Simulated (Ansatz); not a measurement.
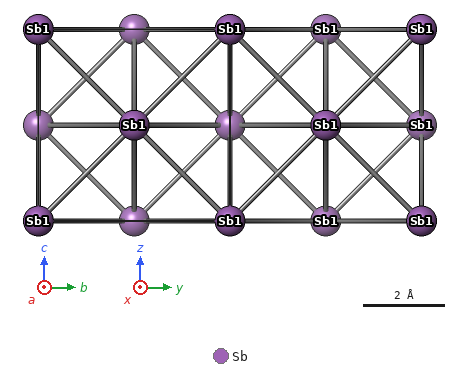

A crystal of Sb (Fm-3m): the ratio of the cell's length along z to its lengths across, counted as 1 for the reference, is changed at fixed volume (a tetragonal or Bain path), with the atoms kept at their fractional coordinates. x, y and z are the Cartesian axes of the input. The picture shows the reference cell. The picture is a ball-and-stick view of the conventional cell (4 times the calculation's cell), repeated 1 × 2 × 1 with one cell outlined, seen along the a axis. Lengths and directions refer to the drawn axes.

All numbers below come from DFT PBEsol, scalar-relativistic, plane waves, PAW in Ansatz 0.2.0. Set-up: plane-wave cutoff 420 eV; k-point mesh 20 × 20 × 20; occupations gaussian; smearing width 0.15 eV; no spin polarisation. Energies (free energies at the smearing named) are counted from the cell as listed in its source, which wasn't relaxed.

```
CELL_PARAMETERS angstrom
0.00000 2.37124 2.37124
2.37124 0.00000 2.37124
2.37124 2.37124 0.00000
ATOMIC_POSITIONS crystal
Sb 0.00000 0.00000 0.00000
```

**Give the energy at each point (the relative ratio: 0.707, 0.850, 1.000, 1.200, 1.414).**

| axial ratio over its reference value | ΔE (meV/atom) |
| --- | --- |
| 0.707 | −86.5 |
| 0.850 | −36.1 |
| 1.000 | 0.0 |
| 1.200 | −15.4 |
| 1.414 | 30.7 |

The lowest computed point lies at the relative ratio 0.707 (−86.5 meV/atom). Further local minima among the points: 1.20 (−15.4 meV/atom). A local maximum lies at 1.00 (0.0 meV/atom). The energy is still falling at the end of the range, so the minimum along this coordinate lies there or beyond. At the ends of the scan the energy is −86.5 meV/atom (0.707) and 30.7 meV/atom (1.414). The unrelaxed reference is under a pressure of −1.2 GPa. The distortion takes the space group from Fm-3m to I4/mmm, except for Im-3m at 0.707. At the relative ratio 1.414 the cell of the drawing goes a 4.742 → 4.225 Å, b 4.742 → 4.225 Å, c 4.742 → 5.975 Å.

The computed profile:

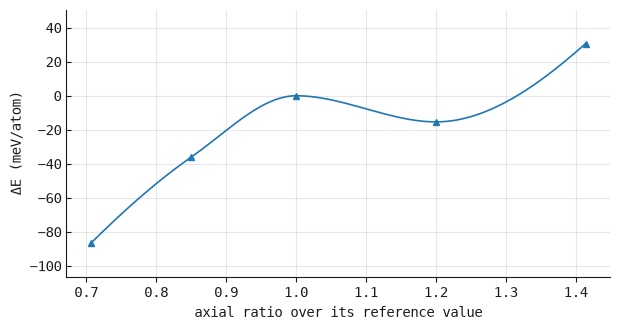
